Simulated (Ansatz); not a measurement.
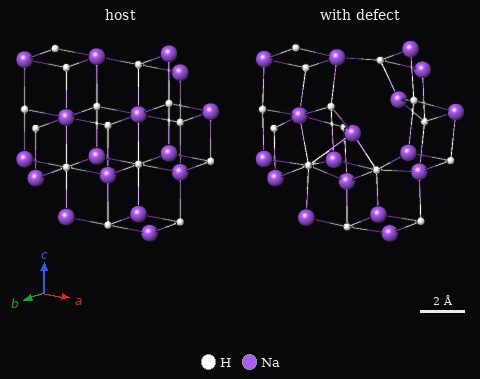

Left: perfect NaH. Right: the same region with one point defect, after relaxing the atoms in a supercell of 64 sites. Style: ball-and-stick. Shown: the atoms within 5.4 Å of one point, in a slice 5.0 Å thick across the line of sight, from a free direction.

These are results of DFT, PBEsol, PAW, plane waves (Ansatz 0.2.0), not measurements. Set-up: plane-wave cutoff 420 eV; k-point mesh 1 × 1 × 1; mesh shifted by (0.25, 0.25, 0.25); collinear spin. Fermi-Dirac smearing of 0.01 eV. The axes drawn are those of the host's conventional cell.

### Which defect is it?

An extra sodium atom is put between the host's atoms (an interstitial).

The charge state of the cell is 0.

### What does the relaxation do around it?

The Na atom starts with 4 H at 2.07 to 2.08 Å, 4 Na at 2.07 to 2.08 Å around its place and ends with 3 H at 2.10 to 2.11 Å. Of the host's atoms, a sodium atom moves furthest from its site, by 1.16 Å. The Na atom itself moves 0.58 Å from where it was put. The cell's net moment is 1.00 μB.
